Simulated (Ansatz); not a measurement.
# Is the response still linear at 0.4 V/Å? puckered SnSe bilayer, AA

The dipole of a slab grows in proportion to a weak field along its normal. Does the weak-field slope carry to a strong field?

How it was computed: Ansatz 0.2.0, plane waves with PAW datasets (its set soft_2), PBE-D3(BJ); atoms held at their relaxed places, 18 Å of vacuum, dipole correction, cell area 18.13 Å², 10×10 k-points, smearing 0.02585 eV. Without field the slab has a gap of 0.48 eV.

| run | field (V/Å) | dipole (e·Å) |
| --- | --- | --- |
| run 1 | −0.10 | −0.11326 |
| run 2 | −0.05 | −0.05664 |
| run 3 | 0.00 | 0.00000 |
| run 4 | 0.05 | 0.05664 |
| run 5 | 0.10 | 0.11326 |
| run 6 | 0.40 | ? |

**Question.** What value belongs in the row marked “?”, and how far can the other rows tell?

A least-squares line through the 5 rows shown has slope 1.132640 and intercept 0.000000; no row lies more than 0.00001 e·Å off it. A perfect conductor with that slope would be 180.95 × 1.13264 / 18.13 = 11.30 Å thick. At 0.40 it gives 1.132640 × 0.40 + 0.000000 = 0.45306 e·Å, beyond the rows fitted. Rounding and scatter of the rows alone allow about ±0.00003 e·Å there.

The run itself gives 0.45341 e·Å: a miss of +0.00035 e·Å. That is under 1 % of the induced dipole, so the response is still linear.

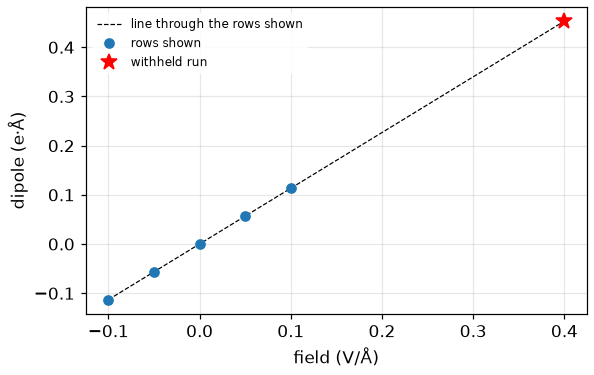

The fit and the withheld run.

**Limits.** Ions are held, so this is the electronic response. Of the series that stay linear within 1 %, this collection keeps about one in seven, and it keeps all that bend. With a small gap or none the response hangs on mesh and smearing, which were not varied here.
